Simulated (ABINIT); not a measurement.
## Phonon calculation of CdF2 (part 2 of 3)

Continued. System: CdF2 (3 atoms in the cell). Method: Kohn-Sham DFT of a periodic cell, PBE, PseudoDojo NC SR PBE v0.4.1 standard, no spin polarisation (ABINIT 10.8.3); cutoff 1251.72 eV, 4×4×4 k-mesh, fixed occupations. The structure derives from an entry of the Crystallography Open Database.

Geometry of the input (Å; fractional positions):
```
0.0000  2.6940  2.6940
2.6940  0.0000  2.6940
2.6940  2.6940  0.0000
Cd 0.0000  0.0000  0.0000
F  0.7500  0.7500  0.7500
F  0.2500  0.2500  0.2500
```

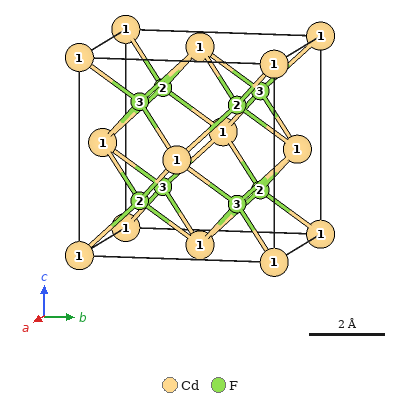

*The input geometry (ball-and-stick view of the cell 4 times as large as that of the calculation, set on its symmetry axes, seen slightly off an axis; atoms are numbered from 1 in the order of the input). An atom can appear more than once, as a periodic image.*

### What the program printed, continued
```
 Mean square residual over all n,k,spin=   43.157E-20; max=  47.866E-18
 reduced coordinates (array xred) for    3 atoms
       0.000000000000      0.000000000000      0.000000000000
       0.750000000000      0.750000000000      0.750000000000
       0.250000000000      0.250000000000      0.250000000000
 rms dE/dt=  5.5329E-28; max dE/dt=  8.0779E-28; dE/dt below (all hartree)
    1       0.000000000000      0.000000000000      0.000000000000
    2       0.000000000000     -0.000000000000     -0.000000000000
    3       0.000000000000     -0.000000000000      0.000000000000

 cartesian coordinates (angstrom) at end:
    1      0.00000000000000     0.00000000000000     0.00000000000000
    2      4.04099999722534     4.04099999722534     4.04099999722534
    3      1.34699999907511     1.34699999907511     1.34699999907511

 cartesian forces (hartree/bohr) at end:
    1     -0.00000000000000     0.00000000000000     0.00000000000000
    2      0.00000000000000     0.00000000000000    -0.00000000000000
    3     -0.00000000000000    -0.00000000000000     0.00000000000000
 frms,max,avg= 6.7901724E-29 1.1459740E-28   0.000E+00  0.000E+00  0.000E+00 h/b

 cartesian forces (eV/Angstrom) at end:
    1     -0.00000000000000     0.00000000000000     0.00000000000000
    2      0.00000000000000     0.00000000000000    -0.00000000000000
    3     -0.00000000000000    -0.00000000000000     0.00000000000000
 frms,max,avg= 3.4916470E-27 5.8928354E-27   0.000E+00  0.000E+00  0.000E+00 e/A
 length scales=  1.000000000000  1.000000000000  1.000000000000 bohr
              =  0.529177210544  0.529177210544  0.529177210544 angstroms
 Fermi (or HOMO) energy (hartree) =   0.11207   Average Vxc (hartree)=  -0.39118
 Eigenvalues (hartree) for nkpt=  10  k points:
 kpt#   1, nband= 17, wtk=  0.09375, kpt= -0.1250 -0.2500  0.0000 (reduced coord)
  -3.50243   -2.07278   -2.07275   -2.07275   -0.64049   -0.61153   -0.08258   -0.08254
  -0.07041   -0.05218   -0.04517    0.03606    0.05993    0.06131    0.09211    0.09728
   0.10052
 prteigrs : prtvol=0 or 1, do not print more k-points.

--- !EnergyTerms
iteration_state     : {dtset: 1, }
comment             : Components of total free energy in Hartree
kinetic             :  9.42031177140336E+01
hartree             :  6.59539439824699E+01
xc                  : -3.53694501717815E+01
Ewald energy        : -1.39421659702463E+02
psp_core            :  4.24111875226906E+00
local_psp           : -2.13303502995256E+02
non_local_psp       : -1.01650392995398E+00
total_energy        : -2.24712936350682E+02
total_energy_eV     : -6.11475050550696E+03
band_energy         : -2.17915858395518E+01
...

 Cartesian components of stress tensor (hartree/bohr^3)
  sigma(1 1)= -1.55969932E-04  sigma(3 2)=  0.00000000E+00
  sigma(2 2)= -1.55969932E-04  sigma(3 1)=  0.00000000E+00
  sigma(3 3)= -1.55969932E-04  sigma(2 1)=  0.00000000E+00

-Cartesian components of stress tensor (GPa)         [Pressure=  4.5888E+00 GPa]
- sigma(1 1)= -4.58879383E+00  sigma(3 2)=  0.00000000E+00
- sigma(2 2)= -4.58879383E+00  sigma(3 1)=  0.00000000E+00
- sigma(3 3)= -4.58879383E+00  sigma(2 1)=  0.00000000E+00

================================================================================
== DATASET  2 ==================================================================

--- !DatasetInfo
iteration_state: {dtset: 2, }
dimensions: {natom: 3, nkpt: 128, mband: 17, nsppol: 1, nspinor: 1, nspden: 1, mpw: 3947, }
cutoff_energies: {ecut:  46.0, pawecutdg:  -1.0, }
electrons: {nelect:   3.40000000E+01, charge:   0.00000000E+00, occopt:   1.00000000E+00, tsmear:   1.00000000E-02, }
meta: {optdriver: 1, rfelfd: 2, }
...

 mkfilename : getwfk/=0, take file _WFK from output of DATASET   1.

 Exchange-correlation functional for the present dataset will be:
  GGA: Perdew-Burke-Ernzerhof functional - ixc=11
  J.P.Perdew, K.Burke, M.Ernzerhof, PRL 77, 3865 (1996)

 Real(R)+Recip(G) space primitive vectors, cartesian coordinates (Bohr,Bohr^-1):
 R(1)=  0.0000000  5.0909222  5.0909222  G(1)= -0.0982140  0.0982140  0.0982140
 R(2)=  5.0909222  0.0000000  5.0909222  G(2)=  0.0982140 -0.0982140  0.0982140
 R(3)=  5.0909222  5.0909222  0.0000000  G(3)=  0.0982140  0.0982140 -0.0982140
 Unit cell volume ucvol=  2.6388784E+02 bohr^3
 Angles (23,13,12)=  6.00000000E+01  6.00000000E+01  6.00000000E+01 degrees
 setup1 : take into account q-point for computing boxcut.

 getcut: wavevector=  0.0000  0.0000  0.0000  ngfft=  45  45  45
         ecut(hartree)=     46.000   => boxcut(ratio)=   2.00169
--------------------------------------------------------------------------------

 ==>  initialize data related to q vector <==

 The list of irreducible perturbations for this q vector is:
    1)    idir= 1    ipert=   4
    2)    idir= 2    ipert=   4
    3)    idir= 3    ipert=   4

================================================================================

--------------------------------------------------------------------------------
 Perturbation wavevector (in red.coord.)   0.000000  0.000000  0.000000
 Perturbation : derivative vs k along direction   1
 The set of symmetries contains only one element for this perturbation.
 symkpt : not enough symmetry to change the number of k points.

--------------------------------------------------------------------------------

--------------------------------------------------------------------------------

 Initialisation of the first-order wave-functions :
  ireadwf=   0

--- !BeginCycle
iteration_state: {dtset: 2, }
solver: {iscf: -3, nstep: 80, nline: 4, wfoptalg: 0, }
tolerances: {tolwfr: 1.00E-18, }
...

     iter   2DEtotal(Ha)        deltaE(Ha) residm    vres2
-ETOT  1  -39.899082485878     -3.990E+01 1.279E+00 0.000E+00
 ETOT  2  -40.247879476618     -3.488E-01 8.509E-02 0.000E+00
 ETOT  3  -40.263113295499     -1.523E-02 6.695E-03 0.000E+00
 ETOT  4  -40.264331212095     -1.218E-03 9.240E-04 0.000E+00
 ETOT  5  -40.264456635484     -1.254E-04 1.791E-04 0.000E+00
 ETOT  6  -40.264471479472     -1.484E-05 1.817E-05 0.000E+00
 ETOT  7  -40.264473448521     -1.969E-06 5.924E-06 0.000E+00
 ETOT  8  -40.264473732766     -2.842E-07 6.215E-07 0.000E+00
 ETOT  9  -40.264473776938     -4.417E-08 2.155E-07 0.000E+00
 ETOT 10  -40.264473784194     -7.256E-09 2.167E-08 0.000E+00
 ETOT 11  -40.264473785443     -1.249E-09 8.161E-09 0.000E+00
 ETOT 12  -40.264473785665     -2.222E-10 7.612E-10 0.000E+00
 ETOT 13  -40.264473785706     -4.065E-11 3.163E-10 0.000E+00
 ETOT 14  -40.264473785713     -7.624E-12 2.695E-11 0.000E+00
 ETOT 15  -40.264473785715     -1.421E-12 1.248E-11 0.000E+00
 ETOT 16  -40.264473785715     -2.842E-13 1.008E-12 0.000E+00
 ETOT 17  -40.264473785715     -3.553E-14 5.010E-13 0.000E+00
 ETOT 18  -40.264473785715      7.105E-15 3.847E-14 0.000E+00
 ETOT 19  -40.264473785715     -2.132E-14 2.055E-14 0.000E+00
 ETOT 20  -40.264473785715      0.000E+00 1.488E-15 0.000E+00
 ETOT 21  -40.264473785715     -7.105E-15 8.632E-16 0.000E+00
 ETOT 22  -40.264473785715      0.000E+00 5.866E-17 0.000E+00
 ETOT 23  -40.264473785715     -2.132E-14 3.702E-17 0.000E+00
 ETOT 24  -40.264473785715      2.842E-14 2.358E-18 0.000E+00
 ETOT 25  -40.264473785715      0.000E+00 9.976E-19 0.000E+00

 At SCF step   25   max residual=  9.98E-19 < tolwfr=  1.00E-18 =>converged.
================================================================================

 ----iterations are completed or convergence reached----

 Mean square residual over all n,k,spin=   56.178E-20; max=  99.762E-20
 dfpt_looppert : ek2=    7.7684968857E+01
          f-sum rule ratio=    9.9994444120E-01
 Expectation of eigenvalue derivatives (hartree) for nkpt= 128  k points:
  (in case of degenerate eigenvalues, averaged derivative)
 kpt#   1, nband= 17, wtk=  0.00781, kpt= -0.1250 -0.2500  0.0000 (reduced coord)
  -0.00000   -0.00002    0.00004    0.00006   -0.00667    0.00419   -0.02422   -0.02360
  -0.01663    0.05159   -0.01214    0.04509    0.07580    0.09017   -0.14644    0.00439
  -0.02224
 prteigrs : prtvol=0 or 1, do not print more k-points.

 2DEtotal=   -0.4026447379E+02 Ha. Also 2DEtotal=   -0.109565214817E+04 eV
    (  non-var. 2DEtotal :   -4.0264473783E+01 Ha)

--------------------------------------------------------------------------------
 Perturbation wavevector (in red.coord.)   0.000000  0.000000  0.000000
 Perturbation : derivative vs k along direction   2
 The set of symmetries contains only one element for this perturbation.
 symkpt : not enough symmetry to change the number of k points.

--------------------------------------------------------------------------------

--------------------------------------------------------------------------------

 Initialisation of the first-order wave-functions :
  ireadwf=   0

--- !BeginCycle
iteration_state: {dtset: 2, }
solver: {iscf: -3, nstep: 80, nline: 4, wfoptalg: 0, }
tolerances: {tolwfr: 1.00E-18, }
...

     iter   2DEtotal(Ha)        deltaE(Ha) residm    vres2
-ETOT  1  -39.899082485309     -3.990E+01 1.279E+00 0.000E+00
 ETOT  2  -40.247879476040     -3.488E-01 8.509E-02 0.000E+00
 ETOT  3  -40.263113294897     -1.523E-02 6.695E-03 0.000E+00
 ETOT  4  -40.264331211518     -1.218E-03 9.240E-04 0.000E+00
 ETOT  5  -40.264456634907     -1.254E-04 1.791E-04 0.000E+00
 ETOT  6  -40.264471478895     -1.484E-05 1.817E-05 0.000E+00
 ETOT  7  -40.264473447944     -1.969E-06 5.924E-06 0.000E+00
 ETOT  8  -40.264473732189     -2.842E-07 6.215E-07 0.000E+00
 ETOT  9  -40.264473776361     -4.417E-08 2.155E-07 0.000E+00
 ETOT 10  -40.264473783617     -7.256E-09 2.167E-08 0.000E+00
 ETOT 11  -40.264473784866     -1.249E-09 8.161E-09 0.000E+00
 ETOT 12  -40.264473785088     -2.221E-10 7.612E-10 0.000E+00
 ETOT 13  -40.264473785128     -4.066E-11 3.163E-10 0.000E+00
 ETOT 14  -40.264473785136     -7.610E-12 2.695E-11 0.000E+00
 ETOT 15  -40.264473785137     -1.435E-12 1.248E-11 0.000E+00
 ETOT 16  -40.264473785138     -2.700E-13 1.008E-12 0.000E+00
 ETOT 17  -40.264473785138     -5.684E-14 5.010E-13 0.000E+00
 ETOT 18  -40.264473785138      2.132E-14 3.847E-14 0.000E+00
 ETOT 19  -40.264473785138     -1.421E-14 2.055E-14 0.000E+00
 ETOT 20  -40.264473785138     -2.132E-14 1.488E-15 0.000E+00
 ETOT 21  -40.264473785138      1.421E-14 8.632E-16 0.000E+00
 ETOT 22  -40.264473785138     -7.105E-15 5.866E-17 0.000E+00
 ETOT 23  -40.264473785138      0.000E+00 3.702E-17 0.000E+00
 ETOT 24  -40.264473785138      0.000E+00 2.358E-18 0.000E+00
 ETOT 25  -40.264473785138     -7.105E-15 9.976E-19 0.000E+00

 At SCF step   25   max residual=  9.98E-19 < tolwfr=  1.00E-18 =>converged.
================================================================================

 ----iterations are completed or convergence reached----

 Mean square residual over all n,k,spin=   56.176E-20; max=  99.760E-20
 dfpt_looppert : ek2=    7.7684968857E+01
          f-sum rule ratio=    9.9994444119E-01
 Expectation of eigenvalue derivatives (hartree) for nkpt= 128  k points:
  (in case of degenerate eigenvalues, averaged derivative)
 kpt#   1, nband= 17, wtk=  0.00781, kpt= -0.1250 -0.2500  0.0000 (reduced coord)
  -0.00001    0.00024    0.00005    0.00005   -0.04067    0.03499   -0.04262   -0.04388
  -0.13106    0.01775   -0.00495    0.19464    0.10086    0.09647    0.10678   -0.00452
  -0.01688
 prteigrs : prtvol=0 or 1, do not print more k-points.

 2DEtotal=   -0.4026447379E+02 Ha. Also 2DEtotal=   -0.109565214816E+04 eV
    (  non-var. 2DEtotal :   -4.0264473783E+01 Ha)

--------------------------------------------------------------------------------
 Perturbation wavevector (in red.coord.)   0.000000  0.000000  0.000000
 Perturbation : derivative vs k along direction   3
 The set of symmetries contains only one element for this perturbation.
 symkpt : not enough symmetry to change the number of k points.

--------------------------------------------------------------------------------

--------------------------------------------------------------------------------

 Initialisation of the first-order wave-functions :
  ireadwf=   0

--- !BeginCycle
iteration_state: {dtset: 2, }
solver: {iscf: -3, nstep: 80, nline: 4, wfoptalg: 0, }
tolerances: {tolwfr: 1.00E-18, }
...

     iter   2DEtotal(Ha)        deltaE(Ha) residm    vres2
-ETOT  1  -39.899082484741     -3.990E+01 1.279E+00 0.000E+00
 ETOT  2  -40.247879475464     -3.488E-01 8.509E-02 0.000E+00
 ETOT  3  -40.263113294315     -1.523E-02 6.695E-03 0.000E+00
 ETOT  4  -40.264331210940     -1.218E-03 9.240E-04 0.000E+00
 ETOT  5  -40.264456634330     -1.254E-04 1.791E-04 0.000E+00
 ETOT  6  -40.264471478317     -1.484E-05 1.817E-05 0.000E+00
 ETOT  7  -40.264473447367     -1.969E-06 5.924E-06 0.000E+00
 ETOT  8  -40.264473731611     -2.842E-07 6.215E-07 0.000E+00
 ETOT  9  -40.264473775783     -4.417E-08 2.155E-07 0.000E+00
 ETOT 10  -40.264473783040     -7.256E-09 2.167E-08 0.000E+00
 ETOT 11  -40.264473784288     -1.249E-09 8.161E-09 0.000E+00
 ETOT 12  -40.264473784511     -2.222E-10 7.612E-10 0.000E+00
 ETOT 13  -40.264473784551     -4.066E-11 3.163E-10 0.000E+00
 ETOT 14  -40.264473784559     -7.596E-12 2.695E-11 0.000E+00
 ETOT 15  -40.264473784560     -1.400E-12 1.248E-11 0.000E+00
 ETOT 16  -40.264473784561     -2.984E-13 1.008E-12 0.000E+00
 ETOT 17  -40.264473784561     -4.974E-14 5.010E-13 0.000E+00
 ETOT 18  -40.264473784561      1.421E-14 3.847E-14 0.000E+00
 ETOT 19  -40.264473784561     -7.105E-15 2.055E-14 0.000E+00
 ETOT 20  -40.264473784561      1.421E-14 1.488E-15 0.000E+00
 ETOT 21  -40.264473784561      7.105E-15 8.632E-16 0.000E+00
 ETOT 22  -40.264473784561     -2.132E-14 5.866E-17 0.000E+00
 ETOT 23  -40.264473784561      7.105E-15 3.702E-17 0.000E+00
 ETOT 24  -40.264473784561      7.105E-15 2.358E-18 0.000E+00
 ETOT 25  -40.264473784561      0.000E+00 9.976E-19 0.000E+00

 At SCF step   25   max residual=  9.98E-19 < tolwfr=  1.00E-18 =>converged.
================================================================================

 ----iterations are completed or convergence reached----

 Mean square residual over all n,k,spin=   56.182E-20; max=  99.763E-20
 dfpt_looppert : ek2=    7.7684968857E+01
          f-sum rule ratio=    9.9994444117E-01
 Expectation of eigenvalue derivatives (hartree) for nkpt= 128  k points:
  (in case of degenerate eigenvalues, averaged derivative)
 kpt#   1, nband= 17, wtk=  0.00781, kpt= -0.1250 -0.2500  0.0000 (reduced coord)
   0.00001   -0.00011   -0.00005   -0.00006    0.02367   -0.01959    0.03342    0.03374
   0.07384   -0.03467    0.00854   -0.11986   -0.08833   -0.09332    0.01983    0.00007
   0.01956
 prteigrs : prtvol=0 or 1, do not print more k-points.

 2DEtotal=   -0.4026447378E+02 Ha. Also 2DEtotal=   -0.109565214814E+04 eV
    (  non-var. 2DEtotal :   -4.0264473782E+01 Ha)
================================================================================

 ---- first-order wavefunction calculations are completed ----

 Total localisation tensor (bohr^2) in cartesian coordinates
  WARNING : still subject to testing - especially symmetries.
      direction              matrix element
   alpha     beta       real part   imaginary part
     1        1       0.5904372796    0.0000000000
     1        2       0.2952186398   -0.0000000000
     1        3       0.2952186398    0.0000000000
     2        1       0.2952186398   -0.0000000000
     2        2       0.5904372796   -0.0000000000
     2        3       0.2952186398   -0.0000000000
     3        1       0.2952186398    0.0000000000
     3        2       0.2952186398   -0.0000000000
     3        3       0.5904372796    0.0000000000

 respfn : d/dk was computed, but no 2DTE, so no DDB output.
```
